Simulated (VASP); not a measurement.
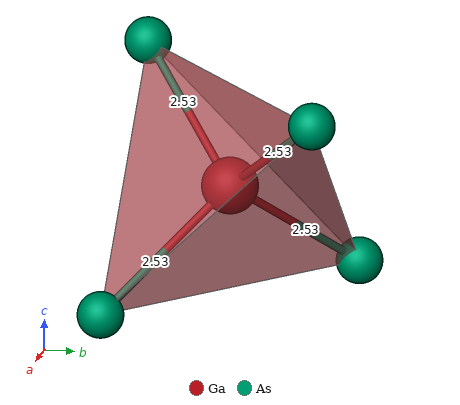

Coordination of Ga in GaAs (F-43m); bond lengths in Å. Continuous shape measures are computed against ideal polyhedra (0 is ideal; above about 3 the distortion is strong). Source: coordinates from a relaxation with VASP Kohn-Sham DFT of a periodic cell, vdW-DF, VASP PAW PBE potentials, recommended in VASP.

Q: Name the coordination polyhedron and say how regular it is.

A: GaAs4: an essentially ideal tetrahedron (coordination number 4, S = 0.00; next best see-saw, S = 9.8).

Q: Does the central atom sit at the centroid of its ligands?

A: Yes, to within 0.01 Å; the site symmetry is -43m.
